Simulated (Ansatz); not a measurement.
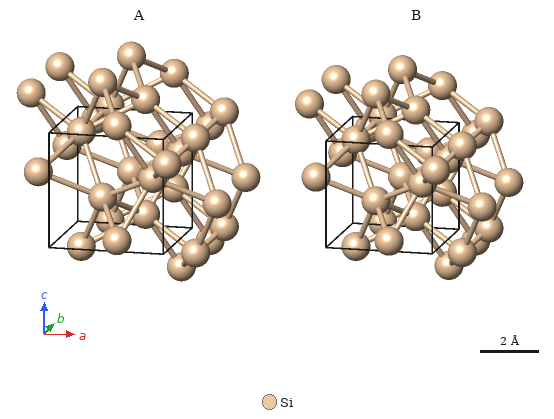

Two geometries of solid Si (a generated structure, set up in P4_132) (coarse preliminary run), drawn at one scale. One is the start of a relaxation, the other its converged end. The picture is a ball-and-stick view of the cell of the calculation, repeated 1 × 2 × 1 with one cell outlined, seen slightly off an axis.

The calculation used DFT PBE, scalar-relativistic, plane waves, PAW in Ansatz. Set-up: plane-wave cutoff 420 eV; k-point mesh 4 × 4 × 4; occupations gaussian; smearing width 0.1 eV; no spin polarisation; cell and atoms relaxed; force threshold 0.04 eV/Å; at most 70 steps.

**Which of the two is the end point?**

Structure A is the relaxed one. After 3 accepted moves (4 points after the start) the energy has fallen by 226 meV per atom. All forces vanish by symmetry, so only the cell relaxes. The pressure goes from 25.76 to −0.11 GPa. At 1 point the geometry stayed and the basis and grid were re-selected for the new cell (energy shift of 1.8 meV per atom at most each time). The atoms keep their places relative to the cell (all moves are under 0.005 Å). The drawn cell changes as follows: a = b = c 3.843 → 4.136 Å (+7.6 %); the volume changes by +24.7 %. Some distances before and after: Si–Si 2.353 → 2.533 Å. The space group stays P4_132 (No. 213).

Limits of the set-up: the k-point mesh is coarse for a cell with partly filled bands.
